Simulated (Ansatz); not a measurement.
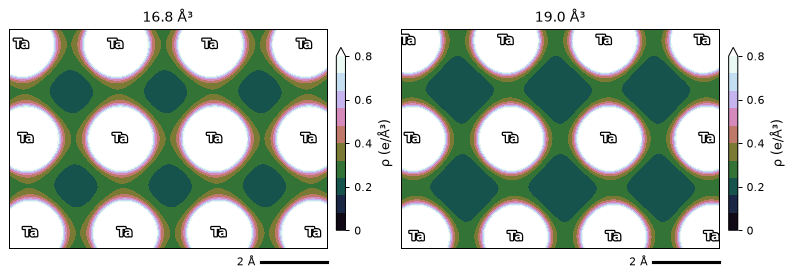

Ta. The valence electron density of cells scaled evenly to different volumes (given per atom above each panel), on the (001) plane of each (indices in the axes of the cell below), at one length scale and on one colour scale.

Computed without spin polarisation; PAW files of the earlier set (soft_1).

Level of theory: DFT PBE, scalar-relativistic, plane waves, PAW in Ansatz.

The density is the valence pseudo-density of a PAW calculation; it isn't the true density close to the nuclei.

The largest cell:

```
Ta
1.0
    -1.52186    1.52186    2.05208
     1.52186   -1.52186    2.05208
     1.52186    1.52186   -2.05208
Ta
1
Direct
  0.00000 0.00000 0.00000
```

| volume (Å³/atom) | Ta–Ta contact in the plane (Å) | ρ at its midpoint (e/Å³) | pressure (GPa) | 
| --- | --- | --- | --- |
| 16.82 | 2.855 | 0.312 | 25.8 | 
| 17.18 | 2.875 | ? | ? | 
| 19.01 | 2.974 | 0.267 | −2.2 | 

What values belong in the row with question marks?

Over the known rows ln ρ falls by 1.31 per Å of Ta–Ta distance (the line through the two), which gives 0.304 e/Å³ at 2.875 Å; the calculation gives 0.304 e/Å³. For the pressure, a straight line in volume between the neighbouring rows gives 21.2 GPa; the calculation gives 20.0, lower because pressure rises ever faster on compression.
